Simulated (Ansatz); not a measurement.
System: AlH₂.

```xyz
3
Lattice="3.3262 0.0000 0.0000 -1.6631 2.8805 0.0000 0.0000 0.0000 2.7149" Properties=species:S:1:pos:R:3 pbc="T T T"
Al    0.0000    0.0000    0.0000
H     0.0000    1.9204    0.0000
H     1.6631    0.9602    0.0000
```

Space group P6/mmm; a structure generated by program, which may or may not match a known phase; computed without spin polarisation.

Level of theory: DFT PBE, scalar-relativistic, plane waves, PAW in Ansatz 0.2.0.

What can the converged valence pseudo-density and electron localisation function tell about the bonding?

Answer. Al–H (1.92 Å): ρ at the midpoint is about 0.25 e/Å³; the ELF climbs to about 1 towards the hydrogen.

Does the calculation give a band gap?

Answer. It is gapless in this calculation (a metal or semimetal).

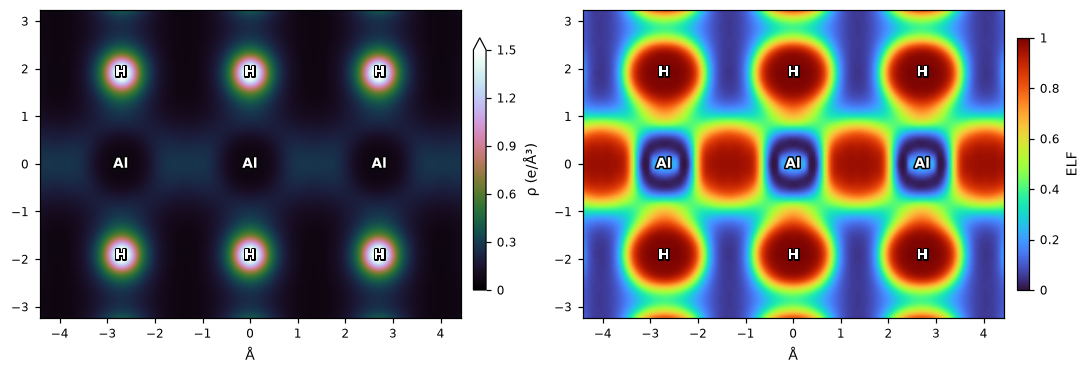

Computed valence pseudo-density and electron localisation function on the (110) plane of the conventional cell, in this order. 

In a PAW calculation such maps are meaningful between the atoms, not at the nuclei.
